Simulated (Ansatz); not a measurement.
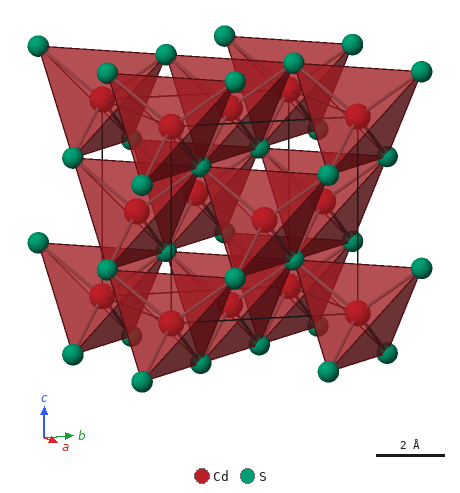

The starting point is a crystal of CdS (set up in F-43m). A polyhedral model of the conventional cell (4 times the calculation's cell), seen slightly off an axis. Lengths and directions refer to the drawn axes.

The calculation used Ansatz 0.2.0, DFT, PBEsol, PAW with Ansatz's default frozen-core files, scalar-relativistic. (plane-wave cutoff 420 eV; k-point mesh 7 × 7 × 7; occupations fermi dirac; smearing width 0.02 eV; no spin polarisation)

Now this is done to it. The cell is strained by −3.0 % along b and none across it (volume −3.0 %), the atoms keeping their fractional coordinates. No relaxation follows.

Question: What is the effect?

Answer: The energy falls by 3.7 meV per atom. The pressure goes from −1.8 to −0.1 GPa. The principal stresses (compression positive) are 0.3 GPa along b and −0.3 GPa across it. All forces vanish by symmetry. Some distances before and after: Cd–S 2.549 → 2.523 Å. The space group (tolerance 0.01 Å) goes from F-43m (No. 216) to I-4m2 (No. 119).

The changed structure in the same view:

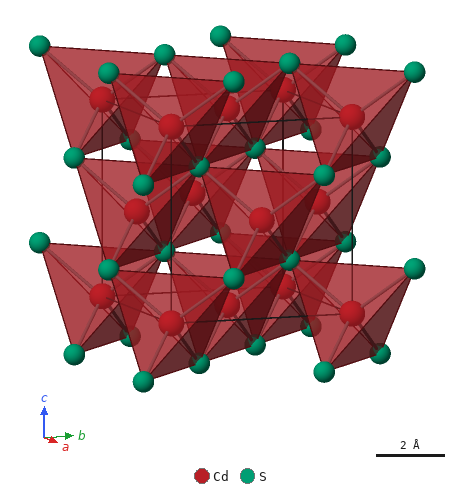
